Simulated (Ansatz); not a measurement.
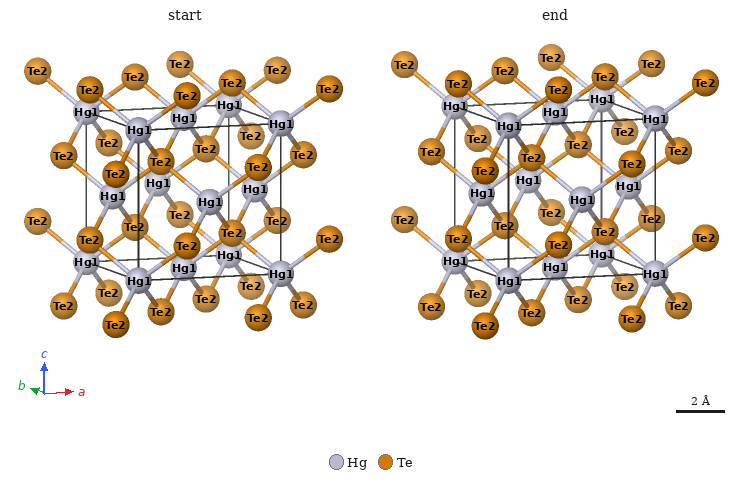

The structure of solid HgTe (a generated structure, set up in F-43m) before (left) and after (right) a relaxation, at one scale.

Style: ball-and-stick. Shown: the conventional cell (4 times the calculation's cell), slightly off an axis. Lengths and directions refer to the drawn axes.

Method: DFT PBE, scalar-relativistic, plane waves, PAW (Ansatz 0.2.0).

Input file:
```yaml
crystal:
  lattice:
    - [0.0, 3.2234988908, 3.2234988908]
    - [3.2234988908, 0.0, 3.2234988908]
    - [3.2234988908, 3.2234988908, 0.0]
  atoms:
    - { symbol: Hg, position: [0.0, 0.0, 0.0] }
    - { symbol: Te, position: [0.25, 0.25, 0.25] }
basis:
  ecutwfc: 420
kpoints:
  mp_grid: { grid: [12, 12, 12] }
hamiltonian:
  xc: pbe
scf:
  occupations: { method: gaussian, width: 0.1 }
output:
  forces: true
  stress: true
  eigenvalues: true
relax:
  adjacent_minimum: "off"
  f_tol: 0.005
  max_steps: 80
  cell: { stress_tol: 0.05 }
```

Run as
```bash
ansatz run input.yaml --threads 2 --pin off --max-ram 5120MiB --backend cpu --events-out ev --progress --plain --runs-dir out
```

**Describe what moved and what it gained.**

Over 3 accepted moves (4 points after the start) the energy falls by 37.8 meV per atom. All forces vanish by symmetry, so only the cell relaxes. The pressure goes from 4.06 to 0.02 GPa. The SCF was repeated once at an unchanged geometry on a basis and grid sized afresh for the cell, which shifted the energy by 0.6 meV per atom at most. No atom moves by more than 0.005 Å relative to the cell. The volume changes by +9.7 %, with a = b = c 6.447 → 6.650 Å (+3.1 %). Near-neighbour distances that change, for instance: Hg1–Te2 2.792 → 2.879 Å. The space group stays F-43m (No. 216). Cost: 20 s on 2 threads of AMD EPYC 7B13 (Zen 3) (shared host), peak memory 0.54 GiB.
